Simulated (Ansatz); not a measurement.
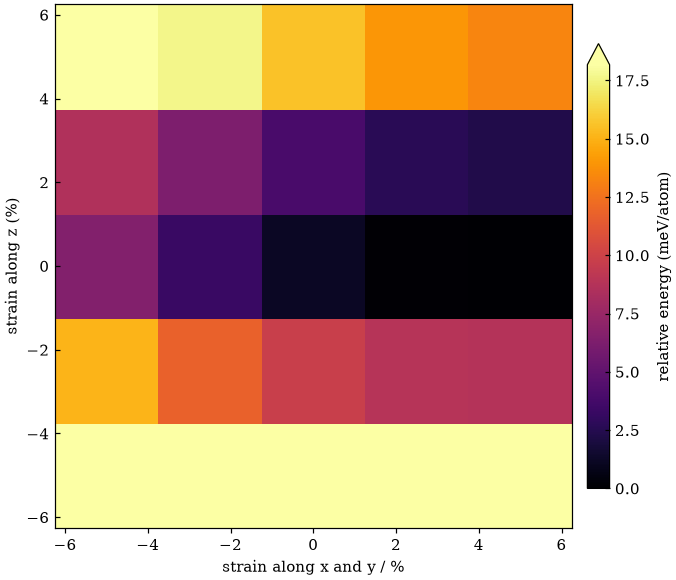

Energy landscape of H (P4/mmm, No. 123; 1 atom in the cell). 
- The cell is strained homogeneously, by one strain along x and y and another along z, with fractional coordinates fixed (x along [1 0 0], z along [0 0 1] of the conventional cell).
- The first coordinate is: strain along x and y; the second: strain along z.
- Grid: 5 × 5 points.
- Points are written as (first, second).
- Energies: meV/atom, counted from the lowest grid point.
- The D3 coefficients switch with the coordination numbers inside this range, which puts artificial structure into the map. The reference cell is the one listed in the database, not relaxed at this level.
- All numbers below come from DFT PBE+D3(BJ), scalar-relativistic, plane waves, PAW in Ansatz. Settings: cutoff 420 eV, k-mesh 10×10×26 in the order of the run's cell vectors, gaussian smearing 0.05 eV, no spin polarisation.

The picture shows one coloured cell a grid point, one colour for all values above the top of the scale. 

**Summarise what can be read from the map.**

The lowest grid point is at (5.0 %, 0.0 %). It lies at the edge of the scanned range, so the true minimum may lie outside. The highest grid point, (−5.0 %, −5.0 %), lies 38.5 meV/atom above the lowest.
